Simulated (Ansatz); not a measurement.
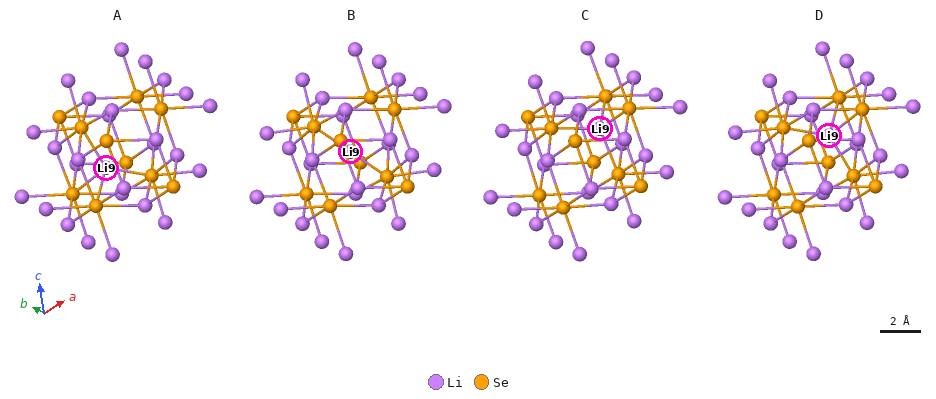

4 geometries from a converged minimum-energy path of a defect cell of composition Li₁₅Se₈ with a Li vacancy (23 atoms in the cell), shuffled. The picture is a ball-and-stick view of the atoms within 5.6 Å of the middle of the path, seen slightly off an axis. The moving atom is ringed, with any periodic copies. Bonds to atoms that aren't drawn are left out.

Level of theory: DFT PBEsol, scalar-relativistic, plane waves, PAW (Ansatz). Run with plane-wave cutoff 420 eV; k-point mesh 4 × 4 × 4; Gaussian smearing 0.05 eV; 5 movable images; climbing image from the first iteration; force threshold 0.05 eV/Å; iteration limit 60.

> Which frame is the top of the path?

B. In order along the path, whose images run from 0 to 6: C (image 0, 0.00 eV), D (image 1, +0.09 eV), B (image 3, +0.37 eV), A (image 5, +0.09 eV). It is a vacancy jump: a nearby atom moves into the empty site and leaves its own site empty. A Li atom travels furthest, 2.77 Å from end to end, along [−1 1 −1], on a straight line. At the highest image its nearest neighbour (Se) is 2.33 Å away, against 2.53 Å at the start, and the surrounding atoms stand up to 0.19 Å off the mean of their end positions.

Limits of the set-up: the cell has an odd number of electrons but was run without spin polarisation; the periodic images lie only 8.4 Å apart, so the values are limited by the cell's size.

Cost: 11 min on 4 threads of Intel(R) Xeon(R) 6975P-C (Granite Rapids) (shared host), peak memory 5.9 GiB.
